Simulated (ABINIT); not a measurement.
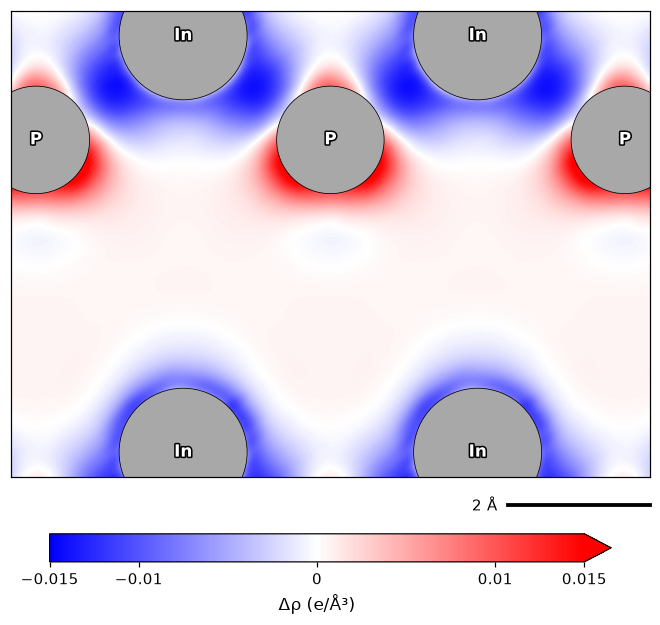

InP. Difference of the valence pseudo-densities of two functionals at the same geometry, on the (11̄0) plane of the calculation cell: one of PBE and PBE0 less the other.

Space group F-43m.

Both computed with ABINIT (plane waves, pseudopotentials), on the same k-point mesh. Grey discs cover the atomic cores.

```cif
data_structure
_symmetry_space_group_name_H-M 'P 1'
_symmetry_Int_Tables_number 1
_cell_length_a 4.1444
_cell_length_b 4.1444
_cell_length_c 4.1444
_cell_angle_alpha 60.000
_cell_angle_beta 60.000
_cell_angle_gamma 60.000
_cell_volume 50.33
loop_
_atom_site_label
_atom_site_type_symbol
_atom_site_fract_x
_atom_site_fract_y
_atom_site_fract_z
_atom_site_occupancy
In1 In 0.00000 0.00000 0.00000 1
P1 P 0.75000 0.75000 0.75000 1
```

Which was subtracted from which, and what does the map show?

Answer. It is PBE less PBE0. Against PBE0, PBE gives less density around In (−0.009 e/Å³ on average at 1.1 Å from the nucleus) and a change of −0.014 e/Å³ at the midpoint of In–P.
